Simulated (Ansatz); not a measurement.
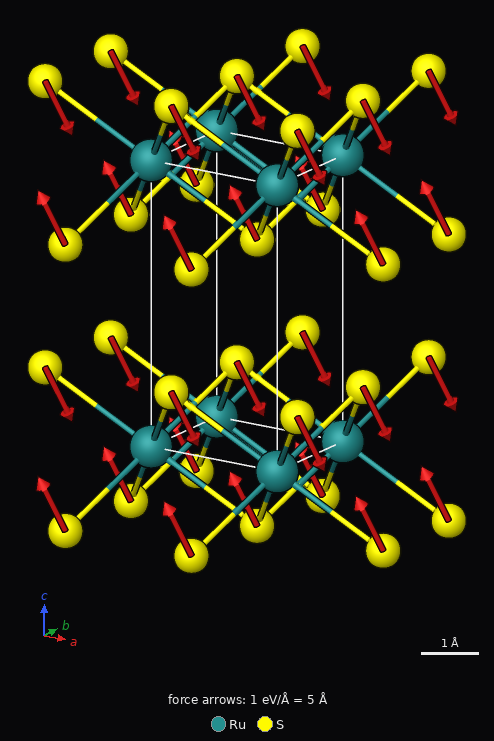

A changed version of solid RuS₂ (built on the CdI2 type), with the computed forces as red arrows. Besides, the cell is strained by +2.0 % along a and none across it (volume +2.0 %). The picture is a ball-and-stick view of the cell of the calculation, seen slightly off an axis.

These are results of Ansatz, DFT PBE, scalar-relativistic, plane waves, PAW, not measurements. Settings: plane-wave cutoff 420 eV; k-point mesh 12 × 12 × 8; occupations gaussian; smearing width 0.05 eV; collinear spin.

Q: Describe the distortion and the response.

A: The atoms keep their fractional coordinates. No relaxation follows. Energy change: +4.3 meV per atom. Pressure: 0.0 GPa before, −2.6 GPa after. The principal stresses (compression positive) are −0.8 GPa roughly along [1 2 2], −3.1 GPa along [1 2 −1], −3.9 GPa along a. The largest forces, 0.25 eV/Å, act on 2 S atoms of the calculation's cell. The absolute magnetisation per cell goes from 0.84 to 0.88 μB (net moment 0.83 and 0.87 μB). Both are metals. Near-neighbour distances before and after: Ru–S 2.377 → 2.377 to 2.402 Å. The space group (tolerance 0.01 Å) goes from P-3m1 (No. 164) to C2/m (No. 12).

Limits of the set-up: layers or molecules are held without a dispersion correction, so their spacing is unreliable.
